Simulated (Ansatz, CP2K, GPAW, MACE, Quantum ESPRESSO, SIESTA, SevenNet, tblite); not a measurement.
**Twisted graphene bilayer, 46.83° (76 atoms): other programs against plane waves**

One geometry of twisted graphene bilayer, 46.83° (76 atoms) is solved by several programs and methods. How far do their forces lie from a plane-wave PBE run?

Results are calculated, not measured.

**1. The cell**

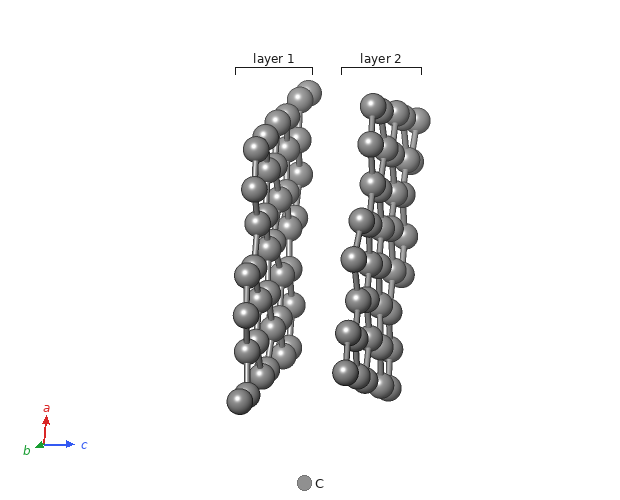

The cell (carbon grey).

The cell holds 76 atoms (76 C), with edges of 10.72, 10.72 and 15.53 Å. Recipe: graphene (a = 2.46 Å) under graphene (a = 2.46 Å), bilayer, commensurate cell of 19 unit cells a layer, twist 46.83 deg; facing planes 3.53 Å apart as built; 12 Å of vacuum; minimised with a classical potential. Then every atom was moved at random, 0.05 Å r.m.s. a Cartesian component.

**2. The reference input**

Quantum ESPRESSO 7.5: Kohn-Sham DFT, PBE, SSSP efficiency 1.3.0 pseudopotentials, plane waves. Its input, pw.in:

```
&control
  calculation = 'scf'
  pseudo_dir = './pseudo'
  outdir = './tmp'
  disk_io = 'none'
  tprnfor = .true.
/
&system
  ibrav = 0
  nat = 76
  ntyp = 1
  ecutwfc = 45
  ecutrho = 360
  nosym = .true.
  occupations = 'smearing'
  smearing = 'fd'
  degauss = 0.003675
/
&electrons
  conv_thr = 3.8e-07
  electron_maxstep = 100
  mixing_beta = 0.2
  mixing_mode = 'local-TF'
  diagonalization = 'david'
/
ATOMIC_SPECIES
C 12.011 C.upf
CELL_PARAMETERS angstrom
10.72290 0.00000 0.00000
-5.36145 9.28630 0.00000
0.00000 0.00000 15.53000
ATOMIC_POSITIONS crystal
C 0.17339 0.76857 0.38610
C 0.19758 0.65484 0.39017
C 0.27697 0.03810 0.39085
C 0.30194 0.92077 0.39356
[... 70 atom lines left out ...]
C 0.96007 0.71749 0.60870
C 0.98437 0.85737 0.60804
K_POINTS gamma
```

```console
$ OMP_NUM_THREADS=1 mpirun -np 4 pw.x -in pw.in > output.txt
```

Run time: 98 s. Hardware: 4 MPI ranks of Arm Neoverse V2, shared host; peak memory 3.3 GiB; 6.5 min of CPU time.

It converged with an r.m.s. force component of 3.0 eV/Å.

**3. What was run beside it**

- CP2K 2026.2: Gaussian basis with GTH pseudopotentials and a plane-wave density; labels give functional, basis (MOLOPT sets; SR short-range, UZH the newer set with its own potentials), grid cutoff/relative cutoff and solver (OT: orbital transformation; TRS4, TC2, SIGN: linear-scaling purification with its sparsity filter), or its built-in tight binding.
- GPAW 26.7.0: PAW with atomic orbitals (LCAO), plane waves or a real-space grid of spacing h.
- MACE: machine-learned potential, published weights.
- Quantum ESPRESSO 7.5: plane waves; labels (QE) give functional, pseudopotential set and cutoffs of waves/density.
- SIESTA 5.4.2: numerical atomic orbitals, whose automatically made sets are far from complete, with PseudoDojo norm-conserving potentials that we converted to its format (checked against plane waves on the same files for H, C, O, Si, Ge and Ca alone); labels give functional, basis size, energy shift and mesh cutoff.
- SevenNet: machine-learned potential, published weights.
- tblite 0.8.0: extended tight binding, driven from Python.

All use the same cell and atoms, and the electronic-structure runs the same k-mesh.

**4. All runs compared**

Differences are against the reference: forces as r.m.s. over components, share as that over the reference's r.m.s. force, slope as the fitted ratio of a run's forces to the reference's.

```csv
run,"Δ force, r.m.s. (meV/Å)",share (%),slope,cores,CPU time,memory (GiB)
reference,-,-,-,4,6.5 min,3.3
"CP2K BLYP, DZVP-MOLOPT-SR, 450/50 Ry, diagonalisation",58.4,1.96,0.993,2,4.6 min,3.0
"CP2K GFN1-xTB, diagonalisation",171,5.73,0.969,1,2.2 s,0.2
"CP2K PBE+D3(BJ), DZVP-MOLOPT-SR, 450/50 Ry, diagonalisation",72.0,2.41,1.019,2,4.8 min,3.0
"CP2K PBE, DZVP-MOLOPT-SR, 157/50 Ry, diagonalisation (coarse)",63.5,2.13,1.015,2,3.5 min,0.81
"CP2K PBE, DZVP-MOLOPT-SR, 450/30 Ry, diagonalisation (coarse)",48.9,1.64,1.014,2,4 min,2.9
"CP2K PBE, DZVP-MOLOPT-SR, 450/50 Ry, diagonalisation",48.8,1.64,1.014,2,4.8 min,2.9
"CP2K PBE, DZVP-UZH, 450/50 Ry, diagonalisation",48.5,1.62,1.015,4,6 min,3.8
"CP2K PBE, SZV-MOLOPT-SR, 450/50 Ry, diagonalisation (coarse)",790,26.5,1.262,1,2.9 min,2.8
"CP2K PBE, TZV2P-UZH, 450/50 Ry, diagonalisation",15.3,0.514,1.002,4,15 min,4.5
"CP2K TPSS, PBE potentials, DZVP-MOLOPT-SR, 450/50 Ry, diagonalisation",66.1,2.22,1.020,2,11 min,3.1
"GPAW PBE, LCAO dzp, h 0.2 Å",206,6.92,1.059,1,54 s,0.84
"GPAW PBE, LCAO dzp, h 0.2 Å, other mixer settings",207,6.92,1.059,1,76 s,0.76
"GPAW PBE, LCAO sz(dzp), h 0.2 Å (coarse)",907,30.4,1.256,1,21 s,0.68
"GPAW PBE, LCAO szp(dzp), h 0.2 Å (coarse)",384,12.9,1.072,1,44 s,0.81
"GPAW PBE, plane waves 450 eV",10.7,0.359,1.002,2,2.6 min,1.3
MACE MP-0b2 small potential,253,8.47,0.956,1,5.6 s,0.67
"QE PBE, dojo-0.4.1-standard, 80/320 Ry",6.11,0.205,1.000,4,12 min,2.1
"QE PBE, sssp-1.3.0-efficiency, 30/240 Ry (coarse)",37.0,1.24,1.008,2,3.5 min,1.7
"SIESTA PBE, DZ, shift 0.01 Ry, mesh 300 Ry (coarse)",460,15.4,1.145,1,41 s,0.55
"SIESTA PBE, DZP, shift 0.01 Ry, mesh 300 Ry",359,12.0,1.106,2,2.1 min,1.1
"SIESTA PBE, SZ, shift 0.01 Ry, mesh 300 Ry (coarse)",1135,38.1,1.328,1,26 s,0.47
"SIESTA PBE, SZP, shift 0.01 Ry, mesh 300 Ry (coarse)",723,24.2,1.196,1,84 s,0.74
"SIESTA vdW-DF, PBE potentials, DZP, shift 0.01 Ry, mesh 300 Ry",344,11.5,1.101,2,6.1 min,1.6
SevenNet 0 potential,191,6.40,0.973,1,6.7 s,0.97
SevenNet l3i5 potential,135,4.53,0.986,1,8.6 s,1.6
tblite GFN1-xTB,171,5.74,0.969,1,1.1 s,0.13
tblite GFN2-xTB,194,6.51,0.957,1,2.7 s,0.13
```

Rows marked coarse were listed beforehand as settings not expected to be converged; some can still land near the reference.

Times of the machine-learned potentials are mostly Python's start and the loading of weights.

Runs without a result: CP2K SCC-DFTB, diagonalisation (not converged).

CPU time is summed over cores on shared hosts, so it is rough.

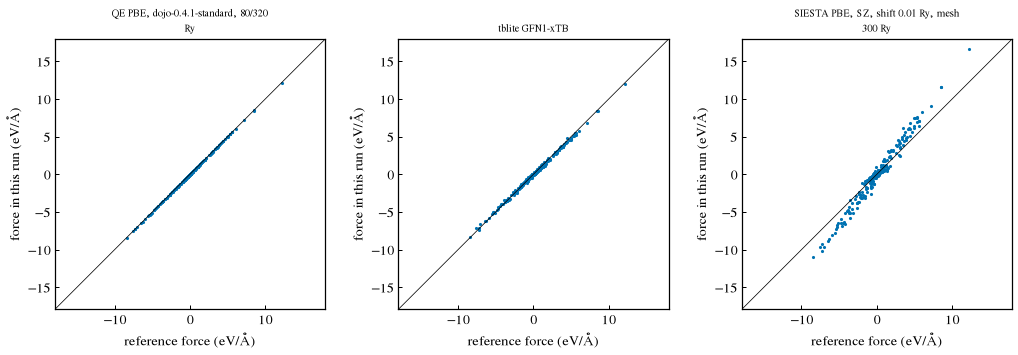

Force components against those of the reference; the line marks equality.

**5. What came out**

Forces lie from 0.20 % (QE PBE, dojo-0.4.1-standard, 80/320 Ry) to 38 % (SIESTA PBE, SZ, shift 0.01 Ry, mesh 300 Ry, coarse) of the reference's r.m.s. force of 3.0 eV/Å away from it. Other PBE runs on plane waves or a grid: GPAW PBE, plane waves 450 eV 0.36 % and QE PBE, dojo-0.4.1-standard, 80/320 Ry 0.20 % of the r.m.s. force; the reference has errors of its own, so differences under a few per cent don't tell which side is nearer the exact PBE result. The PBE runs in local orbitals, coarse settings apart, differ by 0.51 % (CP2K PBE, TZV2P-UZH, 450/50 Ry, diagonalisation) to 12 % (SIESTA PBE, DZP, shift 0.01 Ry, mesh 300 Ry); basis, grid and potentials can all enter. Tight binding differs by 5.7 % (CP2K GFN1-xTB, diagonalisation) to 6.5 % (tblite GFN2-xTB); it is another model, with fitted parameters of its own, and the xTB methods hold dispersion.

Machine-learned potentials differ by 4.5 % (SevenNet l3i5 potential) to 8.5 % (MACE MP-0b2 small potential); they were trained on other programs' data. Rows with another functional or a dispersion term differ by 2.0 % (CP2K BLYP, DZVP-MOLOPT-SR, 450/50 Ry, diagonalisation) to 12 % (SIESTA vdW-DF, PBE potentials, DZP, shift 0.01 Ry, mesh 300 Ry), which mixes the change of model with differences of basis and potentials, some of them made for another functional. Runs with settings chosen to be coarse differ by 1.2 % (QE PBE, sssp-1.3.0-efficiency, 30/240 Ry) to 38 % (SIESTA PBE, SZ, shift 0.01 Ry, mesh 300 Ry), their programs' other errors included. SIESTA PBE, SZ, shift 0.01 Ry, mesh 300 Ry stiffens the forces by a factor of 1.33 while following their directions (correlation 0.990); the slopes of the 5 SIESTA runs lie between 1.10 and 1.33. From CP2K PBE, DZVP-MOLOPT-SR, 157/50 Ry, diagonalisation to the finer CP2K PBE, DZVP-MOLOPT-SR, 450/50 Ry, diagonalisation the share falls from 2.1 to 1.6 %.

Caveats: Machine-learned potentials mimic data converged in k, so the reference's own k-point error enters their differences. The reference's PBE has no dispersion term, which matters for the binding between molecules or layers. One k-point is far too coarse for the carbon or group-IV sheet, and it can put spurious forces of up to about 1 eV/Å on the sheet's atoms. The electronic-structure runs sample only Γ, in a cell whose shortest periodic width is 9 Å. The slab repeats along its normal with no dipole correction. Where levels are smeared, the DFT runs use Fermi–Dirac occupations at 580 K (0.05 eV), and energies are free energies. The atoms were displaced at random, and shares hang on the size of the forces that this gives. The reference's cutoffs and mesh weren't converged further here.

[Logs are printed without paths, hosts, clocks, repeated set-up lines and the standing remarks that a program may print on its own settings, such as how far it seeks lower states.]

[Hosts, paths, dates, database ids (printed as entryN), source tags and the programs' standing remarks are cut or masked in the printed files.]

[Cells were taken only where this reference lay near another plane-wave run.]
